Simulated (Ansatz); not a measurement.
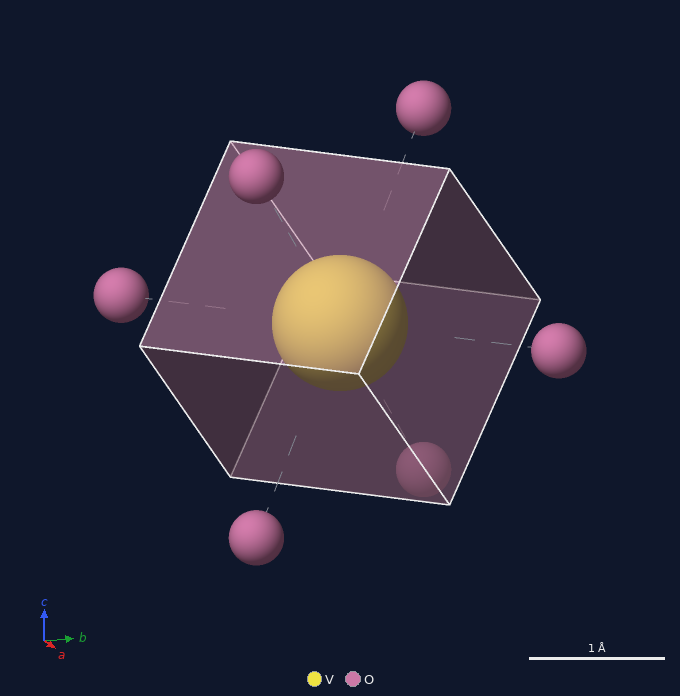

Voronoi cell (the region closer to this atom than to any other), computed from the atomic positions without radii. Central atom: V (2a) in VO2; faces take the colour of the neighbour behind them. Origin: the end point of a relaxation at fixed volume with DFT PBE, scalar-relativistic, plane waves, PAW in Ansatz.

VO2, space group P4_2/mnm (No. 136), a = 4.436 Å, b = 4.436 Å, c = 2.757 Å, α = 90.00°, β = 90.00°, γ = 90.00°

```
site  Wyckoff       x       y       z
   V       2a  0.0000  0.0000  0.0000
   O       4f  0.2967  0.2967  0.0000
```

**Which neighbours share a face with the central atom?**

6 O (100 % of the solid angle).

**What is the volume of this Voronoi cell?**

6.6 Å³, against a mean of 9.0 Å³ per atom in this structure.
